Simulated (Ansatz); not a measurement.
**Geometry relaxation, with input and output: SnO2 (part 2 of 2)**

The same run, continued: SnO2 (6 atoms in the cell); DFT LDA, scalar-relativistic, plane waves, PAW, no spin polarisation (Ansatz 0.2.0); cutoff 420 eV, 6×6×8 k-mesh, Gaussian smearing of 0.02 eV. The structure derives from a Materials Project entry.

Geometry of the input (Å; fractional positions):
```
4.7226  0.0000  0.0000
0.0000  4.7305  0.0000
0.0000  0.0000  3.1914
Sn 0.5000  0.5000  0.5000
Sn 0.0000  0.0000  0.0000
O  0.3054  0.3068  0.0000
O  0.8054  0.1932  0.5000
O  0.1946  0.8068  0.5000
O  0.6946  0.6932  0.0000
```

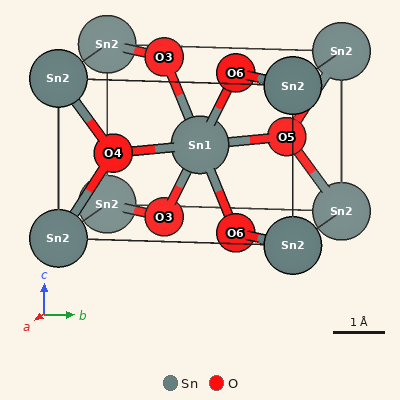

*The geometry at step 2 of the log (ball-and-stick view of the cell of the calculation, seen slightly off an axis; atoms are numbered from 1 in the order of the input).*

## Output, continued
```
SCF iter   1: F=—  HF=-13980.363678 eV  |F-HF|=—  |Δ(HF+E_count)|=         —  Δρ=1.24e-4  dr2=3.00e-6  ethr=5.65e-9  ⟨swp⟩=2.4  Hψ=12479  notcnv=0
preconditioner: auto → Resta (q_TF=auto, 2.589 Å⁻¹)  ε∞=3.6  [insulator: Δε(μ)=1.161 eV  Ē_g=19.502 eV  σ=0.020 eV  W_gap=1.00  n_scr=18 (ndim 8)  ℏωp=31.7 eV  f_vac=0.014  D(μ)=0.00/eV (n_scr^D=0)  ε∞_Penn≈3.6]
SCF iter   2: F=—  HF=-13980.363678 eV  |F-HF|=—  |Δ(HF+E_count)|=   4.87e-7  Δρ=6.27e-5  dr2=8.97e-7  ethr=5.65e-9  ⟨swp⟩=1.0  Hψ=2560  notcnv=0
SCF iter   3: F=—  HF=-13980.363678 eV  |F-HF|=—  |Δ(HF+E_count)|=   1.66e-7  Δρ=1.02e-5  dr2=6.04e-8  ethr=1.73e-9  ⟨swp⟩=2.7  Hψ=3875  notcnv=0
SCF iter   4: F=—  HF=-13980.363678 eV  |F-HF|=—  |Δ(HF+E_count)|=   1.35e-8  Δρ=3.30e-6  dr2=5.27e-9  ethr=1.16e-10  ⟨swp⟩=2.1  Hψ=3579  notcnv=0
SCF iter   5: F=-13980.363678 eV  HF=-13980.363678 eV  |F-HF|=6.37e-11  |Δ(HF+E_count)|=  1.13e-10  Δρ=7.89e-7  dr2=3.15e-10  ethr=5.80e-12  ⟨swp⟩=7.5  Hψ=13530  notcnv=0
SCF 3 converged in 5 iterations: F = -13980.363678 eV  dr2 = 3.15e-10
relax step   3: F+E_penalty+E_count = -13980.36367757 eV  Δ(F+E_penalty+E_count) = -4.826e-5 eV  max|allowed force component| = 1.869e-3 eV/Å  Δτ_max = 0.0007 Å  P = +0.014 GPa  Ω = 71.152 Å³  energy of the carried Pulay correction = +1.014e-3 eV  (5 SCF iters, dr2 threshold 3.01e-9 eV, accepted)
Initial wavefunctions: pseudopotential atomic-orbital guess (no wavefunctions were taken with the density)
iter 1 solved again at ethr=2.17e-8 eV; its pass at ethr=3.10e-3 eV (dr2=1.13e-5 eV) is discarded
SCF iter   1: F=—  HF=-13980.362751 eV  |F-HF|=—  |Δ(HF+E_count)|=         —  Δρ=2.15e-5  dr2=4.76e-8  ethr=2.17e-8  ⟨swp⟩=3.6  Hψ=19024  notcnv=0
SCF iter   2: F=—  HF=-13980.362752 eV  |F-HF|=—  |Δ(HF+E_count)|=   8.77e-7  Δρ=1.02e-5  dr2=1.39e-8  ethr=9.16e-11  ⟨swp⟩=3.0  Hψ=4266  notcnv=0
SCF iter   3: F=—  HF=-13980.362752 eV  |F-HF|=—  |Δ(HF+E_count)|=   2.26e-9  Δρ=4.25e-6  dr2=1.61e-9  ethr=2.67e-11  ⟨swp⟩=1.9  Hψ=3212  notcnv=0
SCF iter   4: F=-13980.362752 eV  HF=-13980.362752 eV  |F-HF|=3.64e-12  |Δ(HF+E_count)|=  6.31e-10  Δρ=1.62e-7  dr2=1.44e-11  ethr=1.00e-12  ⟨swp⟩=5.4  Hψ=13905  notcnv=0
SCF 4 converged in 4 iterations: F = -13980.362752 eV  dr2 = 1.44e-11
relax step   4: F+E_penalty+E_count = -13980.36275152 eV  Δ(F+E_penalty+E_count) = +9.261e-4 eV  max|allowed force component| = 1.881e-3 eV/Å  Δτ_max = 0.0000 Å  P = -0.006 GPa  Ω = 71.152 Å³  stress off target by 3.20e-2 GPa  SCF on the basis re-selected at this cell (its energy is not comparable with the rows above)  (4 SCF iters)
basis re-selected at this cell: Δ(F+E_penalty+E_count) = +9.261e-4 eV, ΔP = -0.020 GPa vs the last step (what re-selecting the basis moved, of the pressure what is left beyond the Pulay correction that the steps carried, after the strain that the cell walked since its last selection, with what the two solves' SCF thresholds leave and, on support functions, any second-order correction that the steps lacked; it is no measure of the basis error at this ecutwfc). This SCF's stress stands 3.20e-2 GPa from its target on what of the cell is left free (relax.cell.stress_tol is 5.00e-2 GPa) and its largest allowed force component is 1.88e-3 eV/Å (relax.f_tol is 5.00e-3 eV/Å): within both
SCF converged after 4 iterations
Free energy (F): -13980.362752 eV
Harris-Foulkes:  -13980.362752 eV  (|F-HF|=3.64e-12)
Internal energy: -13980.362752 eV  (E = F + TS)
E sigma→0 (E₀):  -13980.362752 eV
Fermi energy:    9.825364 eV
--- Per-component energies (eV) ---
  E_band       = -127.215151
  E_kinetic    = 1081.631405
  E_local      = -2850.837352  (includes V_loc(G=0)·N_el)
  E_nonlocal   = 151.068530
  E_hartree    = 1475.150317
  E_xc         = -1042.092054
  E_vxc        = -564.546766  (∫ρ·V_xc dr)
  E_paw        = -8602.797942  (= ΣΔE_a)
  E_vpaw       = -894.841888  (= ΣTr[D̂ρ^β])
  E_aug_tail   = 0.010192  (compensation charges beyond the density's cutoff)
  E_ewald      = -4193.733329
  E_core_change = 1.237482  (= ΣΔE_core)
  E_smearing   = -0.000000  (= −TS)
  E_closure    = 0.000000  (closes the sum)
  Σ components = -13980.362752   (vs F -13980.362752, Δ=0.00e0)
--- Forces (eV/Å), atoms counted from 1 ---
  atom   1  Sn     0.00000000     0.00000000     0.00000000
  atom   2  Sn     0.00000000    -0.00000000     0.00000000
  atom   3  O      0.00052185    -0.00188065     0.00000000
  atom   4  O      0.00052185     0.00188065     0.00000000
  atom   5  O     -0.00052185    -0.00188065    -0.00000000
  atom   6  O     -0.00052185     0.00188065    -0.00000000
  max |Σ_I F_I| component: 3.47e-18 eV/Å
--- Stress (GPa, compression-positive) ---
       -0.019903      -0.000000       0.000000
       -0.000000      -0.030735       0.000000
        0.000000       0.000000       0.031994
  P = ⅓ Tr σ = -0.0062 GPa (-0.062 kbar)
--- Band table (eV; the first three rows and the last of 80) ---
  k-point 0: bands = ["-11.7767", "-11.0028", "-10.7206", "-10.7019", "-10.7017", "-10.6191", "-10.5598", "-10.4638", "-10.4431", "-10.4429", "-9.5561", "-7.5942", "-7.5931", "-5.7357", "0.9579", "5.0625", "5.0780", "5.1677", "6.0322", "7.1675", "7.3135", "7.9742", "7.9752", "8.4436", "8.4445", "9.2449", "10.4059", "15.1953", "15.3378", "15.3437", "19.3691", "19.5041"]
  k-point 1: bands = ["-11.7019", "-10.9109", "-10.8484", "-10.8483", "-10.6909", "-10.6326", "-10.5531", "-10.4650", "-10.4648", "-10.4644", "-9.4685", "-7.3475", "-7.3466", "-5.8558", "0.9332", "5.0483", "5.2097", "5.2241", "6.1375", "6.1471", "7.1951", "7.3861", "7.3877", "8.4783", "8.4795", "9.1083", "11.3691", "15.5182", "15.9950", "16.0008", "18.4243", "20.4321"]
  k-point 2: bands = ["-11.5058", "-11.1500", "-11.1499", "-10.7755", "-10.6150", "-10.6118", "-10.5353", "-10.5067", "-10.5066", "-10.4676", "-9.1611", "-6.8006", "-6.7999", "-6.2395", "0.9347", "4.5119", "4.9027", "5.5594", "5.5671", "6.3483", "6.3551", "6.4432", "6.7108", "8.3752", "8.3783", "8.7214", "12.9651", "15.9973", "17.4318", "17.4363", "17.8332", "20.7674"]
  k-point 79: bands = ["-11.5068", "-11.5068", "-11.0454", "-11.0454", "-10.5635", "-10.5635", "-10.4837", "-10.4837", "-10.4454", "-10.4454", "-7.5362", "-7.5362", "-6.1628", "-6.1628", "1.0511", "1.0511", "4.0883", "4.0883", "6.6200", "6.6200", "6.8120", "6.8120", "8.2605", "8.2605", "8.3990", "8.3990", "13.9514", "13.9514", "17.9090", "17.9090", "20.0201", "20.0201"]
--- Relaxed structure (3 steps of the walk, 3 accepted, 1 SCFs on fresh bases) ---
  F+E_penalty+E_count = -13980.36275152 eV   max|allowed force component| = 1.881e-3 eV/Å   (the final SCF, on the basis selected at the relaxed cell)
  cell:  # Å, volume = 71.1516 Å³
    - [4.721271473937928, 8.307697924983403e-33, 1.862707037087148e-19]
    - [8.211872203358914e-33, 4.724246479821727, -5.273175461688667e-33]
    - [1.258777352991321e-19, -3.5574897917833494e-33, 3.190019399440593]
  atoms:
    - { symbol: Sn, position: [0.5, 0.49999999999999994, 0.49999999999999994] }
    - { symbol: Sn, position: [-6.696051509940616e-21, -1.909931608122202e-21, -6.914794638828277e-36] }
    - { symbol: O, position: [0.30556696730727495, 0.30657212043318344, -1.2614830662825947e-20] }
    - { symbol: O, position: [0.8055669673072748, 0.19342787956681645, 0.49999999999999994] }
    - { symbol: O, position: [0.1944330326927251, 0.8065721204331835, 0.49999999999999994] }
    - { symbol: O, position: [0.694433032692725, 0.6934278795668163, 1.2614830662825932e-20] }
```

## Trajectory as extended XYZ (Å, eV, eV/Å), 4 frames, from step=1 to step=4
```
6
Lattice="4.7226 0.0000 0.0000 0.0000 4.7305 0.0000 0.0000 0.0000 3.1914" Properties=species:S:1:pos:R:3:forces:R:3 step=1 energy=-13980.36245 pressure_GPa=-0.43
Sn    2.3613    2.3653    1.5957    0.0000   0.0000   0.0000
Sn    0.0000    0.0000    0.0000    0.0000   0.0000   0.0000
O     1.4423    1.4513    0.0000    0.0012  -0.0014   0.0000
O     3.8036    0.9140    1.5957    0.0012   0.0014   0.0000
O     0.9189    3.8165    1.5957   -0.0012  -0.0014   0.0000
O     3.2802    3.2793    0.0000   -0.0012   0.0014   0.0000
6
Lattice="4.7208 0.0000 0.0000 0.0000 4.7245 0.0000 0.0000 0.0000 3.1905" Properties=species:S:1:pos:R:3:forces:R:3 step=2 energy=-13980.36363 pressure_GPa=-0.00
Sn    2.3604    2.3622    1.5952    0.0000   0.0000   0.0000
Sn    0.0000    0.0000    0.0000    0.0000   0.0000   0.0000
O     1.4423    1.4491    0.0000   -0.0042  -0.0069   0.0000
O     3.8027    0.9132    1.5952   -0.0042   0.0069   0.0000
O     0.9181    3.8113    1.5952    0.0042  -0.0069   0.0000
O     3.2784    3.2754    0.0000    0.0042   0.0069   0.0000
6
Lattice="4.7213 0.0000 0.0000 0.0000 4.7242 0.0000 0.0000 0.0000 3.1900" Properties=species:S:1:pos:R:3:forces:R:3 step=3 energy=-13980.36368 pressure_GPa=0.01
Sn    2.3606    2.3621    1.5950    0.0000   0.0000   0.0000
Sn    0.0000    0.0000    0.0000    0.0000   0.0000   0.0000
O     1.4427    1.4483    0.0000    0.0005  -0.0019   0.0000
O     3.8033    0.9138    1.5950    0.0005   0.0019   0.0000
O     0.9180    3.8104    1.5950   -0.0005  -0.0019   0.0000
O     3.2786    3.2759    0.0000   -0.0005   0.0019   0.0000
6
Lattice="4.7213 0.0000 0.0000 0.0000 4.7242 0.0000 0.0000 0.0000 3.1900" Properties=species:S:1:pos:R:3:forces:R:3 step=4 energy=-13980.36275 pressure_GPa=-0.01
Sn    2.3606    2.3621    1.5950    0.0000   0.0000   0.0000
Sn    0.0000    0.0000    0.0000    0.0000   0.0000   0.0000
O     1.4427    1.4483    0.0000    0.0005  -0.0019   0.0000
O     3.8033    0.9138    1.5950    0.0005   0.0019   0.0000
O     0.9180    3.8104    1.5950   -0.0005  -0.0019   0.0000
O     3.2786    3.2759    0.0000   -0.0005   0.0019   0.0000
```

## Results in brief

| quantity | value |
| --- | --- |
| outcome | converged |
| space group (tolerance 0.01 Å) | P4₂/mnm (136) |
| electrons treated | 52 |
| free energy | −13980.3628 eV |
| Fermi energy | 9.825 eV |
| gap on the k-point mesh | 1.16 eV |
| pressure | −0.01 GPa |
| final volume | 71.15 Å³ |
| largest force (length of the vector) at the end | 0.002 eV/Å |
| final cell | a = 4.721 Å, b = 4.724 Å, c = 3.190 Å, α = 90.00°, β = 90.00°, γ = 90.00° |
| hardware | 1 thread of Intel Xeon @ 2.90GHz (Ice Lake), 32 GiB of memory available, shared host |
| wall time | 31 s |
| peak memory | 0.49 GiB |
